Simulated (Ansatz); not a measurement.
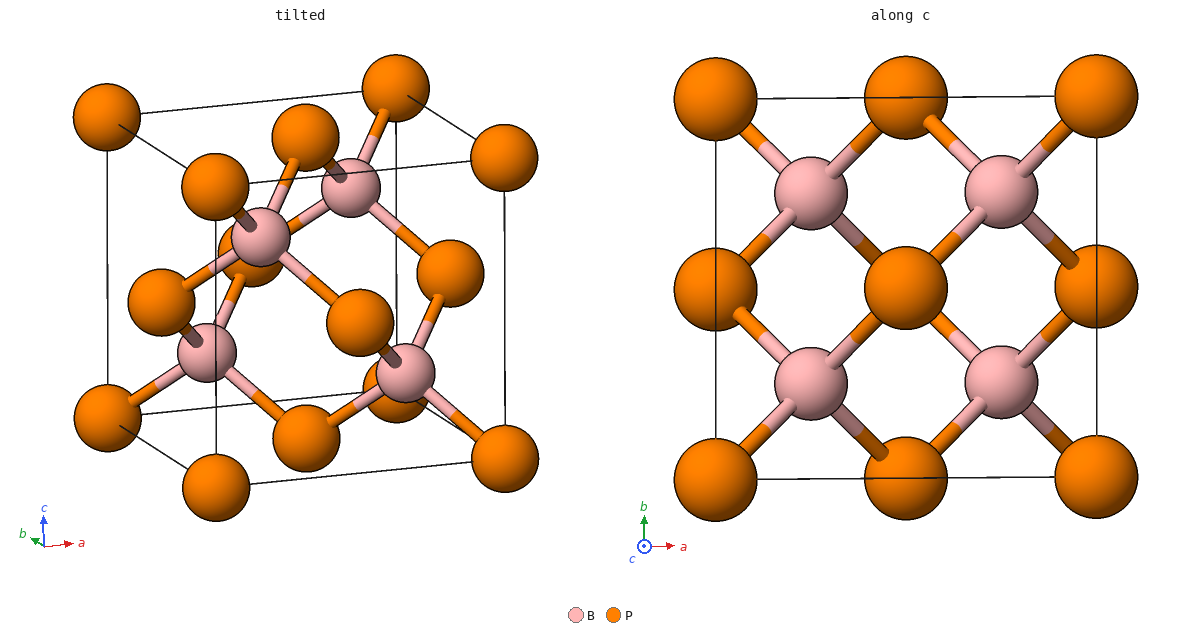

The crystal in a ball-and-stick representation, seen slightly off an axis and along the c axis. Atoms at the boundary of the drawn cell (a repeat of the simulation cell) (the box) are drawn once for each face, edge or corner they touch.

BP, a = 4.51 Å, b = 4.51 Å, c = 4.51 Å, α = 89.54°, β = 89.54°, γ = 89.54°.

Electronic-structure method: G0W0 on PBE, plane waves, PAW (Ansatz). Parameters: a kinetic-energy cutoff of 420 eV, k-points about 0.40 Å⁻¹ apart, no spin polarisation.

> How large a gap does the method give, if there is one?

A semiconductor at this level, with a gap of 1.24 eV, indirect; the smallest direct gap is 3.25 eV.

Its origin is a structure type filled with these elements by a generator (whether the compound takes this form wasn't checked). Earlier steps of the study may have refined or changed the cell and positions. It was run through Ansatz as a DFT input.
